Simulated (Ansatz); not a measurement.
The calculation's input:

```
crystal:
  lattice:
    - [6.3, 0.0, 0.0]
    - [0.0, 6.3, 0.0]
    - [0.0, 0.0, 15.725]
  atoms:
    - { symbol: Mo, position: [0.25, 0.25, 0.063593] }
    - { symbol: Mo, position: [0.75, 0.25, 0.063593] }
    - { symbol: Mo, position: [0.25, 0.75, 0.063593] }
    - { symbol: Mo, position: [0.75, 0.75, 0.063593] }
    - { symbol: Mo, position: [0.0, 0.0, 0.163752] }
    - { symbol: Mo, position: [0.5, 0.0, 0.163752] }
    - { symbol: Mo, position: [0.0, 0.5, 0.163752] }
    - { symbol: Mo, position: [0.5, 0.5, 0.163752] }
    - { symbol: Mo, position: [0.25, 0.25, 0.263911] }
    - { symbol: Mo, position: [0.75, 0.25, 0.263911] }
    - { symbol: Mo, position: [0.25, 0.75, 0.263911] }
    - { symbol: Mo, position: [0.75, 0.75, 0.263911] }
    - { symbol: Mo, position: [0.0, 0.0, 0.36407] }
    - { symbol: Mo, position: [0.5, 0.0, 0.36407] }
    - { symbol: Mo, position: [0.0, 0.5, 0.36407] }
    - { symbol: Mo, position: [0.5, 0.5, 0.36407] }
    - { symbol: P, position: [0.7586293, 0.7214333, 0.4721781] }
basis:
  ecutwfc: 420.0
kpoints:
  mp_grid: { grid: [3, 3, 1] }
hamiltonian:
  xc: pbe
scf:
  occupations: { method: gaussian, width: 0.15 }
  lower_state_search: "off"
relax:
  f_tol: 0.03
  max_steps: 60
  adjacent_minimum: "off"
  constraints: [{ sites: [0, 1, 2, 3] }]
output:
  write_density: true
  write_potential: true
  elf: true
  volumetric_format: npy
```

Run with:

```sh
ansatz run input.yaml --threads 4 --pin off --max-ram 10240MiB --backend cpu --events-out ev --progress --plain --runs-dir out
```

The fields are those of the run's last geometry, not of the input's.

Computed without spin polarisation.

Method: DFT PBE, scalar-relativistic, plane waves, PAW (Ansatz).

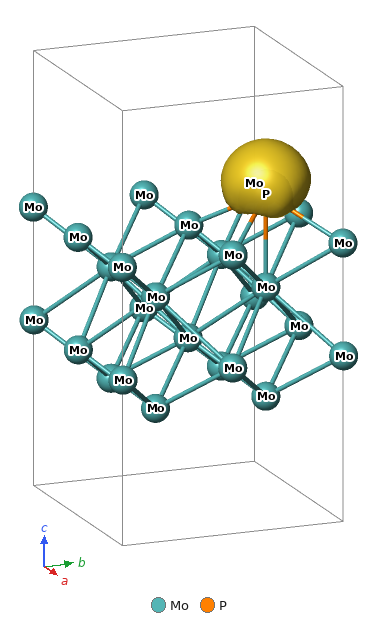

Mo16P (slab). Isosurface of the ELF at 0.75 (yellow), seen slightly off an axis. Only the valence region is drawn (cores and ρ < 0.01 e/Å³ removed). Sticks mark near contacts.

Where are the electrons localised?

The ELF exceeds this value in one lobe on P, pointing away from the bonds (lone pairs), counted in one cell of 17 atoms. Counts are for one cell; the picture repeats the cell along the surface.

Values along the shortest contacts:
Mo–P (2.48 Å): the ELF peaks at about 0.75 in the valence shell of P, 0.8 Å from its nucleus, and is about 0.35 at the midpoint. Mo–Mo (2.60 Å): the ELF is about 0.35 at the midpoint.
